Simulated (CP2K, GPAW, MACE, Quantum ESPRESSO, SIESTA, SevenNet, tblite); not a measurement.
**Running graphene armchair nanoribbon, H-capped (84 atoms) with SIESTA**

Aim: run graphene armchair nanoribbon, H-capped (84 atoms) in SIESTA and see how near its forces come to a plane-wave reference, and at what cost.

Calculated with SIESTA 5.4.2; the method is named at each step.

### 1. The starting structure

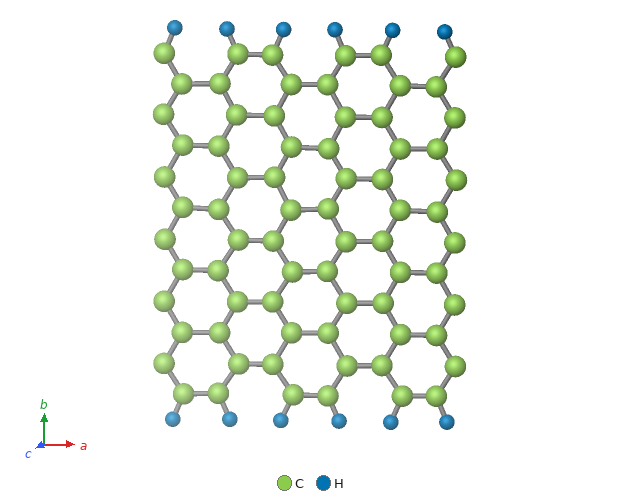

Start, viewed from the side, with the a axis across the page; carbon green, hydrogen blue.

The cell holds 84 atoms: 72 C and 12 H. Cell: a = 12.783 Å, b = 25.418 Å, c = 10.000 Å, α = 90.0°, β = 90.0°, γ = 90.0°. It derives from C (graphene). Graphene (a = 2.46 Å), rectangular cell with x along the armchair direction; strip nominally 15 Å wide, 3 periods, edges capped with H, 10 Å of vacuum; minimised with a classical potential. Then every atom was moved at random, 0.02 Å r.m.s. a Cartesian component (hydrogen 0.6 of that). Regions: sheet, 72 atoms (72 C); hydrogen, 12 atoms (12 H). Vacuum lies along b and c. The structure's axis is a.

The yardstick, on the same geometry:

| Property | Result |
| --- | --- |
| method | Kohn-Sham DFT, PBE, SSSP efficiency 1.3.0 pseudopotentials, plane waves (Quantum ESPRESSO 7.5); sssp-pbe-1.3.0-efficiency, cutoffs 60/480 Ry, Γ point |
| r.m.s. force component | 1.395 eV/Å |
| longest force | 6.256 eV/Å |
| gap (highest filled to lowest empty level) | 0.5207 eV |
| time | 53 min on 1 thread of Arm Neoverse N1, shared host |
| CPU time | 53 min |

### 2. PBE, DZP, shift 0.01 Ry, mesh 300 Ry

Method: Kohn-Sham DFT, PBE, PseudoDojo 0.4.1 norm-conserving pseudopotentials (converted to PSML), numerical atomic orbitals (DZP), diagonalisation.

The .psml files are PseudoDojo norm-conserving potentials that we converted to this format, checked against plane waves on the same files for H, C, O, Si, Ge and Ca alone.

input.fdf reads:

```
SystemLabel cell
NumberOfAtoms 84
NumberOfSpecies 2
%block ChemicalSpeciesLabel
  1 6 C
  2 1 H
%endblock ChemicalSpeciesLabel
LatticeConstant 1.0 Ang
%block LatticeVectors
  12.78253 0.00000 0.00000
  0.00000 25.41794 0.00000
  0.00000 0.00000 10.00000
%endblock LatticeVectors
PAO.BasisSize DZP
PAO.EnergyShift 0.01 Ry
XC.Functional GGA
XC.Authors PBE
MeshCutoff 300 Ry
%block kgrid_Monkhorst_Pack
  1 0 0 0.0
  0 1 0 0.0
  0 0 1 0.0
%endblock kgrid_Monkhorst_Pack
SolutionMethod diagon
OccupationFunction FD
ElectronicTemperature 580 K
SCF.Mixer.Method Pulay
SCF.Mixer.Weight 0.05
SCF.Mixer.History 8
SCF.Mix Hamiltonian
MaxSCFIterations 300
SCF.DM.Tolerance 1e-04
SCF.H.Tolerance 1.0e-3 eV
WriteForces T
Write.HirshfeldPop T
Write.VoronoiPop T
Write.DM F
Write.H F
XML.Write F
AtomicCoordinatesFormat Fractional
%block AtomicCoordinatesAndAtomicSpecies
  0.05398 0.28604 0.50129 1
  0.11347 0.23981 0.49768 1
  0.22027 0.24147 0.49996 1
  0.28292 0.28673 0.50091 1
  0.05419 0.38085 0.50000 1
  0.10976 0.33371 0.50070 1
  0.22382 0.33399 0.50010 1
  0.27882 0.38137 0.49981 1
  0.05687 0.47550 0.50033 1
  0.11154 0.42979 0.50262 1
  0.21936 0.42876 0.50122 1
  0.28175 0.47587 0.49986 1
  0.05554 0.57061 0.49884 1
  0.11157 0.52477 0.50250 1
  0.22135 0.52221 0.50192 1
  0.27929 0.57077 0.50092 1
  0.05244 0.66634 0.50129 1
  0.11149 0.61965 0.49966 1
  0.22141 0.61879 0.50030 1
  0.27613 0.66675 0.50049 1
  0.05468 0.75949 0.50081 1
  0.10898 0.71307 0.50309 1
  0.22521 0.71431 0.50147 1
  0.28090 0.75995 0.50446 1
  0.38671 0.28673 0.50100 1
  0.44965 0.24066 0.50049 1
  0.55536 0.23952 0.49798 1
  0.61439 0.28569 0.49935 1
  0.38656 0.38218 0.50176 1
  0.44419 0.33519 0.49693 1
  0.55591 0.33543 0.49658 1
  0.61376 0.38151 0.50210 1
  0.38793 0.47491 0.49850 1
  0.44712 0.42814 0.49957 1
  0.55353 0.42975 0.50095 1
  0.61180 0.47531 0.50276 1
  0.39175 0.57220 0.49696 1
  0.44275 0.52257 0.50141 1
  0.55644 0.52510 0.50041 1
  0.61191 0.57174 0.50064 1
  0.39109 0.66591 0.49798 1
  0.44423 0.61885 0.50093 1
  0.55767 0.61705 0.50169 1
  0.60973 0.66562 0.50346 1
  0.38591 0.75890 0.50113 1
  0.44414 0.71435 0.50255 1
  0.55396 0.71463 0.49522 1
  0.60971 0.75921 0.50157 1
  0.72049 0.28705 0.49820 1
  0.78365 0.24082 0.50099 1
  0.88743 0.24140 0.50040 1
  0.94551 0.28699 0.49800 1
  0.72441 0.38210 0.49899 1
  0.77830 0.33465 0.49844 1
  0.88830 0.33412 0.50351 1
  0.94340 0.38095 0.49921 1
[... 24 atom lines left out ...]
  0.74796 0.20072 0.50003 2
  0.91959 0.20190 0.49851 2
  0.75352 0.79885 0.50109 2
  0.91331 0.79757 0.50132 2
%endblock AtomicCoordinatesAndAtomicSpecies
```

Started as:

```sh
> OMP_NUM_THREADS=1 siesta < input.fdf > output.txt
```

The log of the run:

```text
Version         : 5.4.2
reinit: System Name:
reinit: System Label: cell
initatom: Reading input for the pseudopotentials and atomic orbitals ----------
Species number:   1 Atomic number:    6 Label: C
Species number:   2 Atomic number:    1 Label: H
Ground state valence configuration (from tables):   2s02  2p02  3d00  4f00
Ground state valence configuration (from tables):   1s01  2p00  3d00  4f00
---- Processing specs for species: C
GGA--PBE XC_GGA_X_PBE--XC_GGA_C_PBE pb
---- Processing specs for species: H
GGA--PBE XC_GGA_X_PBE--XC_GGA_C_PBE pb
C pseudopotential only contains V_ls up to l=1 -- lmxkb reset.
H pseudopotential only contains V_ls up to l=1 -- lmxkb reset.
Using PAO.SplitTailNorm
%block ChemicalSpeciesLabel
    1    6 C                       # Species index, atomic number, species label
    2    1 H                       # Species index, atomic number, species label
%endblock ChemicalSpeciesLabel
%block PAO.Basis                 # Define Basis set
C                     2                    # Species label, number of l-shells
 n=2   0   2                         # n, l, Nzeta
   4.484      3.048
   1.000      1.000
 n=2   1   2 P   1                   # n, l, Nzeta, Polarization, NzetaPol
   5.436      3.692
   1.000      1.000
H                     1                    # Species label, number of l-shells
 n=1   0   2 P   1                   # n, l, Nzeta, Polarization, NzetaPol
   5.233      3.529
   1.000      1.000
%endblock PAO.Basis
coor:   Atomic-coordinates input format  =     Fractional
siesta: System type = chain
initatomlists: Number of atoms, orbitals, and projectors:     84   996   636
siesta: ******************** Simulation parameters ****************************
Total number of electrons:   300.000000
Total ionic charge:   300.000000
 Kpoints in:            1 . Kpoints trimmed:            1
siesta: k-grid: Number of k-points = 1
siesta: k-points from Monkhorst-Pack grid
siesta: k-cutoff (effective) =     5.000 Ang
siesta: k-point supercell and displacements
siesta: k-grid:     1     0     0      0.000
siesta: k-grid:     0     1     0      0.000
siesta: k-grid:     0     0     1      0.000
                     ====================================
                        Single-point calculation
                     ====================================
outcell: Unit cell vectors (Ang):
       12.782530    0.000000    0.000000
        0.000000   25.417940    0.000000
        0.000000    0.000000   10.000000
outcell: Cell vector modules (Ang)   :   12.782530   25.417940   10.000000
outcell: Cell angles (23,13,12) (deg):     90.0000     90.0000     90.0000
outcell: Cell volume (Ang**3)        :   3249.0558
new_DM -- step:     1
Initializing Density Matrix...
Attempting to read DM from file... Failed...
DM filled with atomic data:
InitMesh: MESH = 144 x 270 x 108 = 4199040
InitMesh: Mesh cutoff (required, used) =   300.000   311.852 Ry
stepf: Fermi-Dirac step function
        iscf     Eharris(eV)        E_KS(eV)     FreeEng(eV)     dDmax    Ef(eV) dHmax(eV)
   scf:    1   -11895.979586   -11951.836817   -11951.841530  1.932371 -5.854069  6.843024
   scf:    2   -11955.008296   -11953.461096   -11953.466002  0.012297 -5.699489  5.973730
   scf:    3   -11962.234912   -11958.859061   -11958.864861  0.070016 -4.735414  3.361464
   scf:    4   -11961.529477   -11960.577766   -11960.584059  0.060240 -3.874931  0.937322
   scf:    5   -11960.773725   -11960.688497   -11960.694613  0.009668 -3.766160  0.532862
   scf:    6   -11960.770979   -11960.738917   -11960.744882  0.009503 -3.872744  0.524262
[...]
scf:   14   -11960.819385   -11960.819375   -11960.825163  0.000114 -3.817231  0.002075
   scf:   15   -11960.819377   -11960.819376   -11960.825164  0.000025 -3.817400  0.001253
   scf:   16   -11960.819383   -11960.819380   -11960.825166  0.000036 -3.817603  0.000904
SCF Convergence by DM+H criterion
max |DM_out - DM_in|         :     0.0000360434
max |H_out - H_in|      (eV) :     0.0009035982
SCF cycle converged after 16 iterations
Using DM_out to compute the final energy and forces
siesta: E_KS(eV) =           -11960.8194
siesta: E_KS - E_eggbox =    -11960.8194
siesta: Atomic forces (eV/Ang):
     1    1.888386    0.179768   -0.330899
     2    0.155790    0.116148    0.221477
     3    0.659446   -1.906076   -0.041711
     4   -6.380509    0.254791    0.014553
     5    0.436280    1.364810    0.104711
     6    1.370459   -0.542469    0.000933
[...]
82    0.925852   -0.537376    0.030318
    83    0.844718    1.363492    0.029626
    84   -1.142351    1.599955   -0.016658
----------------------------------------
   Tot   -0.004916   -0.002585    0.002794
----------------------------------------
   Max    6.854405
   Res    1.541455    sqrt( Sum f_i^2 / 3N )
----------------------------------------
   Max    6.854405    constrained
Stress tensor Voigt[x,y,z,yz,xz,xy] (kbar):      -67.20      -70.92        0.16       -0.16        0.04       -0.56
(Free)E + p*V (eV/cell)   -11867.5611
Target enthalpy (eV/cell)   -11960.8252
siesta: Program's energy decomposition (eV):
siesta: Ebs     =     -3875.895474
siesta: Eions   =     20687.004740
siesta: Ena     =      5504.144667
siesta: Ekin    =      8346.594510
siesta: Enl     =      -445.177943
siesta: DEna    =      -363.067079
siesta: DUscf   =        26.923318
siesta: Ex      =     -3967.222048
siesta: Ec      =      -376.010065
siesta: Exc     =     -4343.232114
siesta: Eharris =    -11960.819383
siesta: Etot    =    -11960.819380
siesta: FreeEng =    -11960.825166
siesta: Final energy (eV):
siesta:  Band Struct. =   -3875.895474
siesta:       Kinetic =    8346.594510
siesta:       Hartree =   44447.068728
siesta:         Exch. =   -3967.222048
siesta:         Corr. =    -376.010065
siesta:   Exch.-corr. =   -4343.232114
siesta:  Ion-electron =  -96336.693868
siesta:       Ion-ion =   35925.443364
siesta:         Total =  -11960.819380
siesta:         Fermi =      -3.817603
siesta: Stress tensor (static) (eV/Ang**3):
siesta:    -0.041945   -0.000348    0.000022
siesta:    -0.000348   -0.044267   -0.000103
siesta:     0.000022   -0.000103    0.000098
siesta: Cell volume =       3249.055806 Ang**3
siesta: Pressure (static):
siesta:                Solid            Molecule  Units
siesta:           0.00031264          0.00020977  Ry/Bohr**3
siesta:           0.02870498          0.01925984  eV/Ang**3
siesta:          45.99044449         30.85767249  kBar
    Orbital volume contribution        =          30.411544 eV
    (Free)E + p_basis*V_orbitals       =      -11930.413622 eV
    (Free)Eharris+ p_basis*V_orbitals  =      -11930.413626 eV
siesta: Electric dipole (a.u.)  =    0.000000    0.152823   -0.011300
siesta: Electric dipole (Debye) =    0.000000    0.388438   -0.028723
Hirshfeld Atomic Populations:
Atom #   charge [q] valence [e]  Species
     1     0.004168    3.995832  C
     2    -0.037239    4.037239  C
     3    -0.032849    4.032849  C
     4    -0.000126    4.000126  C
     5     0.003190    3.996810  C
     6     0.002268    3.997732  C
[...]
73     0.030476    0.969524  H
    74     0.022825    0.977175  H
    75     0.031690    0.968310  H
    76     0.031779    0.968221  H
    77     0.024235    0.975765  H
    78     0.030240    0.969760  H
[...]
--------------------
 Total    -0.000012
Voronoi Atomic Populations:
Atom #   charge [q] valence [e]  Species
[...]
70     0.006503    3.993497  C
    71    -0.005616    4.005616  C
    72    -0.020519    4.020519  C
[...]
82     0.015325    0.984675  H
    83     0.013999    0.986001  H
    84     0.009544    0.990456  H
--------------------
 Total    -0.000012
```

Run time: 4.9 min. Hardware: 1 thread of Arm Neoverse N1, shared host; peak memory 1.1 GiB.

Banners, paths, timers and routine set-up lines are dropped from the logs unmarked, and long logs keep their key lines alone; longer cuts are marked.

Numbers from this run, and their distance from the reference:

| Property | Result |
| --- | --- |
| r.m.s. force component | 1.541 eV/Å |
| r.m.s. difference of force components | 225.4 meV/Å |
| longest difference of force vectors | 776.6 meV/Å |
| force difference over r.m.s. force | 16.16 % |
| slope of forces against the reference's | 1.097 |
| correlation of force components | 0.9931 |
| gap (highest filled to lowest empty level) | 0.5392 eV |
| gap difference | 0.0185 eV |

Length of the force difference by element (eV/Å):

```
element  atoms  mean  most
      C     72  0.28  0.66
      H     12  0.68  0.78
```

Levels nearest the highest filled one (eV from it): -2.66, -2.62, -2.11, -2.04, -1.97, -1.91, -1.85, -1.75, -1.65, -0.95, -0.50, 0.00, 0.54, 1.15, 1.37, 1.75, 1.97, 2.10, 2.18, 2.36, 2.41, 2.55, 3.03, 3.14.

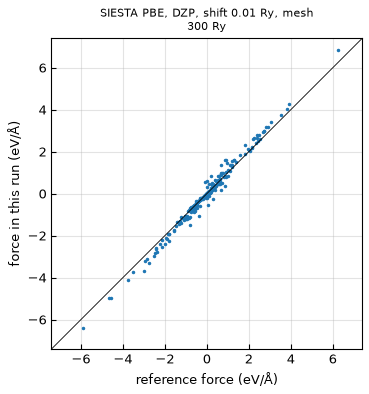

Force components against those of the reference; the line marks equality.

Local excerpt of 9 atoms (numbers count through the whole input) about C27, whose charge lies farthest from its element's mean; x, y, z are measured from there.

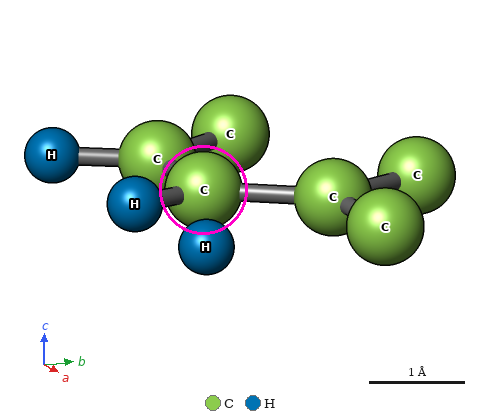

The atoms of the table, within 2.7 Å (arrows a, b, c point along x, y, z); some may hide others; the central atom is ringed.

```
atom      x      y      z  distance (Å)  Hirshfeld charge (e)     Fx     Fy  Fz (eV/Å)
 C27   0.00   0.00   0.00          0.00                 -0.04   0.31   0.31       0.16
 H78   0.44  -0.97   0.02          1.06                  0.03   1.00  -1.49      -0.03
 C26  -1.35   0.03   0.03          1.35                 -0.03  -2.24  -1.29      -0.03
 C28   0.75   1.17   0.01          1.40                  0.00  -4.13   1.85      -0.37
 H77  -1.84  -0.97   0.03          2.08                  0.02  -0.12   0.17       0.02
 C49   2.11   1.21   0.00          2.43                  0.00   4.26  -0.54       0.17
 C31   0.01   2.44  -0.01          2.44                  0.00   0.78  -2.80       0.31
 C25  -2.16   1.20   0.03          2.47                  0.00   6.85   0.21      -0.24
 H81   2.46  -0.99   0.02          2.65                  0.03  -0.20   0.37       0.06
```

Forces lie 16 % from the reference's, at 0.091 times its CPU time.

### 3. PBE, SZ, shift 0.01 Ry, mesh 300 Ry

Method: Kohn-Sham DFT, PBE, PseudoDojo 0.4.1 norm-conserving pseudopotentials (converted to PSML), numerical atomic orbitals (SZ), diagonalisation.

input.fdf, as its differences from that of step 2:

```diff
@@ -13,3 +13,3 @@
 %endblock LatticeVectors
-PAO.BasisSize DZP
+PAO.BasisSize SZ
 PAO.EnergyShift 0.01 Ry
```

The log of the run:

```text
Version         : 5.4.2
reinit: System Name:
reinit: System Label: cell
initatom: Reading input for the pseudopotentials and atomic orbitals ----------
Species number:   1 Atomic number:    6 Label: C
Species number:   2 Atomic number:    1 Label: H
Ground state valence configuration (from tables):   2s02  2p02  3d00  4f00
Ground state valence configuration (from tables):   1s01  2p00  3d00  4f00
---- Processing specs for species: C
GGA--PBE XC_GGA_X_PBE--XC_GGA_C_PBE pb
---- Processing specs for species: H
GGA--PBE XC_GGA_X_PBE--XC_GGA_C_PBE pb
[... lines left out ...]
        iscf     Eharris(eV)        E_KS(eV)     FreeEng(eV)     dDmax    Ef(eV) dHmax(eV)
[... lines left out ...]
SCF Convergence by DM+H criterion
[... lines left out ...]
SCF cycle converged after 13 iterations
[... lines left out ...]
   Max    7.876175
[... lines left out ...]
   Max    7.876175    constrained
Stress tensor Voigt[x,y,z,yz,xz,xy] (kbar):     -139.01     -151.43        0.06       -0.21        0.02       -0.33
[... lines left out ...]
siesta: FreeEng =    -11846.313191
[... lines left out ...]
siesta:         Fermi =      -6.299246
siesta: Stress tensor (static) (eV/Ang**3):
siesta:    -0.086761   -0.000204    0.000015
siesta:    -0.000204   -0.094517   -0.000128
siesta:     0.000015   -0.000128    0.000038
siesta: Cell volume =       3249.055806 Ang**3
siesta: Pressure (static):
siesta:                Solid            Molecule  Units
siesta:           0.00065798          0.00037915  Ry/Bohr**3
siesta:           0.06041330          0.03481163  eV/Ang**3
siesta:          96.79277568         55.77438196  kBar
    Orbital volume contribution        =          15.323319 eV
    (Free)E + p_basis*V_orbitals       =      -11830.989872 eV
    (Free)Eharris+ p_basis*V_orbitals  =      -11830.989872 eV
siesta: Electric dipole (a.u.)  =    0.000000    0.065422   -0.023221
siesta: Electric dipole (Debye) =    0.000000    0.166286   -0.059021
Hirshfeld Atomic Populations:
Atom #   charge [q] valence [e]  Species
     1     0.002726    3.997274  C
     2    -0.037715    4.037715  C
     3    -0.034768    4.034768  C
[...]
73     0.041232    0.958768  H
    74     0.035365    0.964635  H
    75     0.042626    0.957374  H
[...]
--------------------
 Total    -0.000015
Voronoi Atomic Populations:
Atom #   charge [q] valence [e]  Species
[...]
71    -0.001437    4.001437  C
    72    -0.013533    4.013533  C
[...]
83     0.015035    0.984965  H
    84     0.008596    0.991404  H
--------------------
 Total    -0.000015
```

Elapsed: 90 s, on 1 thread; peak memory 0.75 GiB.

Numbers from this run, and their distance from the reference:

```
r.m.s. force component                           : 1.983 eV/Å
r.m.s. difference of force components            : 946.8 meV/Å
longest difference of force vectors              : 3878 meV/Å
force difference over r.m.s. force               : 67.85 %
slope of forces against the reference's          : 1.28
correlation of force components                  : 0.9004
gap (highest filled to lowest empty level) : 0.5634 eV
gap difference                                   : 0.0427 eV
```

This is a coarse setting, run to see what it loses.

Against the first run (16 %), the force difference from the reference is 68 %, at 0.31 times the CPU time, with 300 basis functions against 996: the smaller basis costs accuracy.

The difference per atom is largest on H (3.5 eV/Å on average, against 0.92 on C).

### 4. RPBE, PBE potentials, DZP, shift 0.01 Ry, mesh 300 Ry

Method: Kohn-Sham DFT, RPBE, PseudoDojo 0.4.1 norm-conserving pseudopotentials (converted to PSML), numerical atomic orbitals (DZP), diagonalisation.

input.fdf, as its differences from that of step 3:

```diff
@@ -13,6 +13,6 @@
 %endblock LatticeVectors
-PAO.BasisSize SZ
+PAO.BasisSize DZP
 PAO.EnergyShift 0.01 Ry
 XC.Functional GGA
-XC.Authors PBE
+XC.Authors RPBE
 MeshCutoff 300 Ry
```

The log of the run:

```text
Version         : 5.4.2
reinit: System Name:
reinit: System Label: cell
initatom: Reading input for the pseudopotentials and atomic orbitals ----------
Species number:   1 Atomic number:    6 Label: C
Species number:   2 Atomic number:    1 Label: H
Ground state valence configuration (from tables):   2s02  2p02  3d00  4f00
[... lines left out ...]
SCF Convergence by DM+H criterion
[... lines left out ...]
SCF cycle converged after 15 iterations
[... lines left out ...]
   Max    6.842228
[... lines left out ...]
   Max    6.842228    constrained
Stress tensor Voigt[x,y,z,yz,xz,xy] (kbar):      -70.39      -73.21        0.16       -0.17        0.04       -0.56
[... lines left out ...]
siesta: FreeEng =    -11973.602050
[... lines left out ...]
siesta:         Fermi =      -3.738725
[... lines left out ...]
siesta:          47.81382319         31.94083952  kBar
    Orbital volume contribution        =          30.468064 eV
    (Free)E + p_basis*V_orbitals       =      -11943.133985 eV
    (Free)Eharris+ p_basis*V_orbitals  =      -11943.133987 eV
siesta: Electric dipole (a.u.)  =    0.000000    0.154806   -0.011156
siesta: Electric dipole (Debye) =    0.000000    0.393477   -0.028356
Hirshfeld Atomic Populations:
Atom #   charge [q] valence [e]  Species
     1     0.004391    3.995609  C
     2    -0.035713    4.035713  C
     3    -0.031356    4.031356  C
[...]
73     0.028667    0.971333  H
    74     0.020974    0.979026  H
    75     0.029810    0.970190  H
[...]
--------------------
 Total     0.000010
Voronoi Atomic Populations:
Atom #   charge [q] valence [e]  Species
[...]
71    -0.005480    4.005480  C
    72    -0.019006    4.019006  C
[...]
83     0.012053    0.987947  H
    84     0.007726    0.992274  H
--------------------
 Total     0.000010
```

Elapsed: 4.7 min, on 1 thread; peak memory 1.1 GiB.

Compared with the plane-wave run:

```
r.m.s. force component                           : 1.541 eV/Å
r.m.s. difference of force components            : 217.3 meV/Å
longest difference of force vectors              : 707.4 meV/Å
force difference over r.m.s. force               : 15.58 %
slope of forces against the reference's          : 1.098
correlation of force components                  : 0.994
gap (highest filled to lowest empty level) : 0.5422 eV
gap difference                                   : 0.0215 eV
```

Against the first run (16 %), the force difference from the reference is 16 %, at 0.96 times the CPU time; the model has changed, so this is no error of the program alone.

[end of part 1 of 2]

[Also dropped from logs without a mark: logging warnings of Python, and SIESTA's first energy breakdown and zero terms.]

[Logs are printed without paths, hosts, clocks, repeated set-up lines and the standing remarks that a program may print on its own settings, such as how far it seeks lower states.]

[Hosts, paths, dates, database ids (printed as entryN), source tags and the programs' standing remarks are cut or masked in the printed files.]
